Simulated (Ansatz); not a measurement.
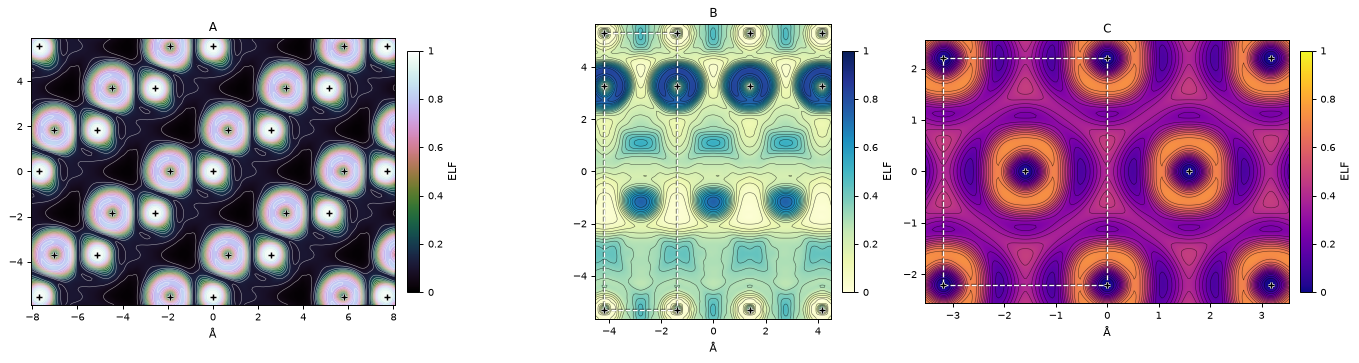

The electron localisation function of 3 systems, each on a plane through atoms (crosses mark nuclei in the plane).

Theory: Ansatz 0.2.0, DFT PBEsol, scalar-relativistic, plane waves, PAW.

System 1: CoO, the (110) plane of the conventional cell. Space group R3m; a structure from a database of computed crystals, not necessarily the ambient phase; computed pressure about −10 GPa in this cell; spin-polarised.

```cif
data_structure
_symmetry_space_group_name_H-M 'P 1'
_symmetry_Int_Tables_number 1
_cell_length_a 3.2044
_cell_length_b 3.2044
_cell_length_c 15.3988
_cell_angle_alpha 90.000
_cell_angle_beta 90.000
_cell_angle_gamma 120.000
_cell_volume 136.94
loop_
_atom_site_label
_atom_site_type_symbol
_atom_site_fract_x
_atom_site_fract_y
_atom_site_fract_z
_atom_site_occupancy
Co1 Co 0.66667 0.33333 0.33282 1
Co2 Co 0.33333 0.66667 0.66615 1
Co3 Co 0.00000 0.00000 0.99949 1
Co4 Co 0.33333 0.66667 0.16616 1
Co5 Co 0.00000 0.00000 0.49949 1
Co6 Co 0.66667 0.33333 0.83282 1
O1 O 0.33333 0.66667 0.04216 1
O2 O 0.00000 0.00000 0.37550 1
O3 O 0.66667 0.33333 0.70883 1
O4 O 0.66667 0.33333 0.20886 1
O5 O 0.33333 0.66667 0.54219 1
O6 O 0.00000 0.00000 0.87553 1
```

System 2: Ga₂O, the (010) plane of the conventional cell. Space group P-3m1; computed pressure about 25 GPa in this cell.

```xyz
6
Lattice="2.7821 0.0000 0.0000 -1.3910 2.4093 0.0000 0.0000 0.0000 10.5824" Properties=species:S:1:pos:R:3 pbc="T T T"
Ga    0.0000    0.0000    4.1374
Ga    0.0000    0.0000    6.4450
Ga    1.3910    0.8031    1.0860
Ga    0.0000    1.6062    9.4964
O     1.3910    0.8031    3.1006
O     0.0000    1.6062    7.4817
```

System 3: W, the (011) plane of the conventional cell. Space group I4/mmm; a structure from a database of computed crystals, not necessarily the ambient phase; changed on purpose from its base cell (uniaxial strain along a, b, c and atoms relaxed: -3.0 %); computed pressure about 4 GPa in this cell.

```
CELL_PARAMETERS angstrom
0.00000 0.00000 -3.18186
0.00000 3.18186 0.00000
3.05970 0.00000 0.00000
ATOMIC_POSITIONS crystal
W 0.00000 0.00000 0.00000
W 0.50000 0.50000 0.50000
```

> Which map belongs to which system?

Panel A is system 1, CoO: the plane holds Co and O. Co–O (1.91 Å): the ELF peaks at about 0.85 in the valence shell of O, 0.6 Å from its nucleus, and is about 0.20 at the midpoint (no localised pair shows between them). Panel B is system 2, Ga₂O: the plane holds Ga and O. Ga–O (2.01 Å): the ELF peaks at about 0.85 in the valence shell of O, 0.6 Å from its nucleus, and is about 0.25 at the midpoint (no shared electron pair shows on this line). Panel C is system 3, W: the plane holds W. W–W (2.72 Å): the ELF is about 0.35 at the midpoint.
